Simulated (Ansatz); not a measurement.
MgO

```
Mg O
1.0
     3.28936   -0.00003    0.00003
    -1.64471    2.84881    0.00002
     0.00005    0.00007    5.03110
Mg O
2 2
Direct
  0.33331 0.66667 0.00481
  0.66664 0.33331 0.50481
  0.33333 0.66667 0.39979
  0.66663 0.33332 0.89979
```

Space group P6₃mc; a structure from a database of computed crystals, not necessarily the ambient phase; changed on purpose from its base cell (all atoms moved at random, sigma 0.15 A a component; relaxed back).

Theory: Ansatz 0.2.0, DFT r2SCAN, scalar-relativistic, plane waves, PAW.

Q: What can the converged valence pseudo-density and electron localisation function tell about the bonding?

A: Mg–O (1.99 Å): ρ at the midpoint is about 0.44 e/Å³; the ELF peaks at about 0.85 in the valence shell of O, 0.7 Å from its nucleus, and is about 0.35 at the midpoint; a closed-shell, largely ionic contact.

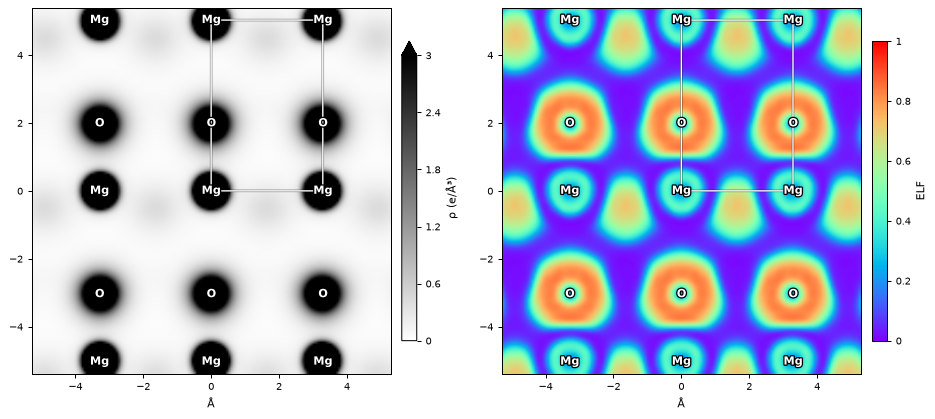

Computed valence pseudo-density and electron localisation function on the (010) plane of the conventional cell, in this order. Atoms just off the plane (Mg, 0.9 Å away and O, 0.9 Å away) can leave unmarked features too.

Core electrons are frozen (PAW), and the valence fields are smoothed inside the atomic spheres.
